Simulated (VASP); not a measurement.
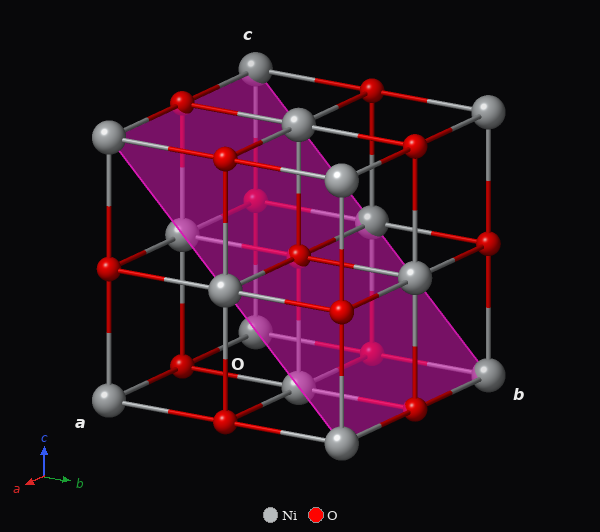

Every member of one family of equally spaced planes, hx + ky + lz = a whole number, that cuts the unit cell is shaded (one member passes through the origin O, touching the cell only at an edge or corner). Crystal: NiO, coordinates from a relaxation with VASP, VASP Kohn-Sham DFT of a periodic cell, PBE, VASP PAW PBE potentials, recommended, release 54. Symmetry computed with spglib at a tolerance of 0.002 Å; standard conventional cell.

a = 4.212 Å, b = 4.212 Å, c = 4.212 Å, α = 90.00°, β = 90.00°, γ = 90.00°.

> What are the Miller indices?

(0 1 1); the opposite sign names the same planes. The member next to the origin meets the axes a never, b at 1, c at 1.

> What is the spacing?

d = 2.978 Å.

> Which atoms of the cell lie in these planes (within 0.03 Å)?

2 of the 4 Ni, 2 of the 4 O.
